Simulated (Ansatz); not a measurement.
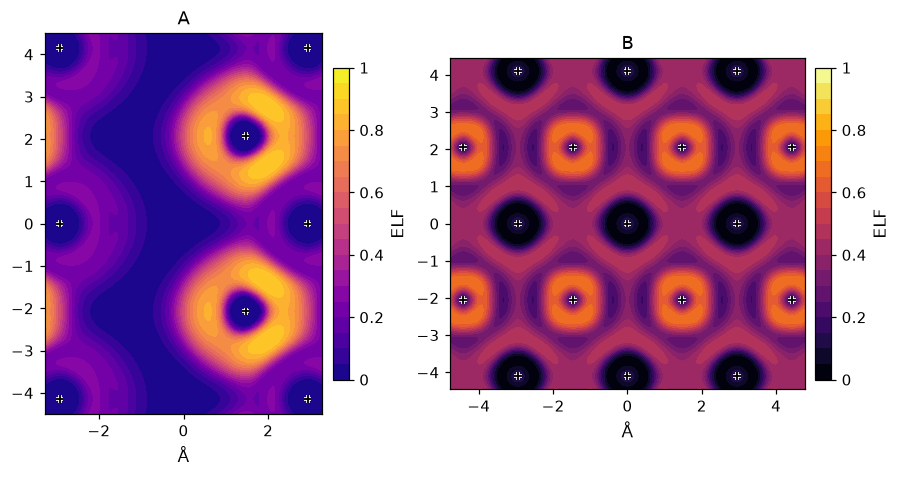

The electron localisation function of 2 systems, each on a plane through atoms (crosses mark nuclei in the plane).

Theory: DFT PBE, scalar-relativistic, plane waves, PAW (Ansatz 0.2.0).

System 1: InP, the (101) plane of the conventional cell. Space group F-43m; computed pressure about 3 GPa in this cell.

```
In P
1.0
     5.86100    0.00000    0.00000
     0.00000    0.00000   -5.86100
     0.00000    5.86100    0.00000
In P
4 4
Cartesian
  2.9305 0.0000 -2.9305
  0.0000 2.9305 -2.9305
  0.0000 0.0000 0.0000
  2.9305 2.9305 0.0000
  4.3957 1.4652 -4.3957
  1.4652 4.3957 -4.3957
  1.4652 1.4652 -1.4652
  4.3957 4.3957 -1.4652
```

System 2: AlRu, the (110) plane of the conventional cell. Space group P4/mmm; changed on purpose from its base cell (strain -0.030 along x and y, -0.015 along z, atoms carried along); computed pressure about 22 GPa in this cell; computed without spin polarisation.

```xyz
2
Lattice="2.9019 0.0000 0.0000 0.0000 2.9019 0.0000 0.0000 0.0000 2.9467" Properties=species:S:1:pos:R:3 pbc="T T T"
Al    0.0000    0.0000    0.0000
Ru    1.4509    1.4509    1.4734
```

Question: Match each panel to its system.

Answer: Panel A is system 1, InP: the plane holds In and P. In–P (2.54 Å): the ELF peaks at about 0.90 in the valence shell of P, 0.9 Å from its nucleus, and is about 0.55 at the midpoint. Panel B is system 2, AlRu: the plane holds Al and Ru. Al–Ru (2.53 Å): the ELF is about 0.35 at the midpoint.
